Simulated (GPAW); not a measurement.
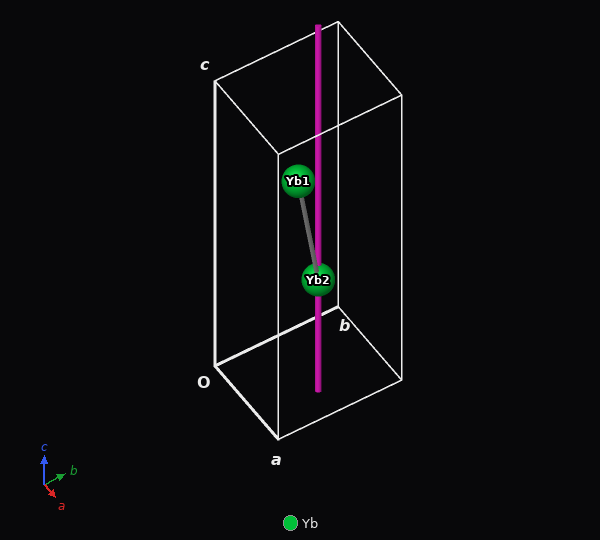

The coloured rod is the axis of a symmetry operation of the crystal. Crystal: Yb, an entry of the Crystallography Open Database, as set up for an electronic-structure calculation. Symmetry computed with spglib at a tolerance of 0.002 Å; standard conventional cell.

a = 3.880 Å, b = 3.880 Å, c = 6.386 Å, α = 90.00°, β = 90.00°, γ = 120.00°.

```json
{"atom": "Yb1", "x": "0.6667", "y": "0.3333", "z": "0.7500"}
{"atom": "Yb2", "x": "0.3333", "y": "0.6667", "z": "0.2500"}
```

Take the operation x, y, z → −x+y, −x+1, z.

**What kind of operation is it, and where does it lie?**

It is a 3-fold rotation, about the line along [0 0 1] through (1/3, 2/3, 1/2).

**Onto which atom does it carry each atom (up to whole multiples of a, b and c)?**

Yb1 → Yb1, Yb2 → Yb2.

**What is the crystal's space group?**

P6₃/mmc, No. 194.
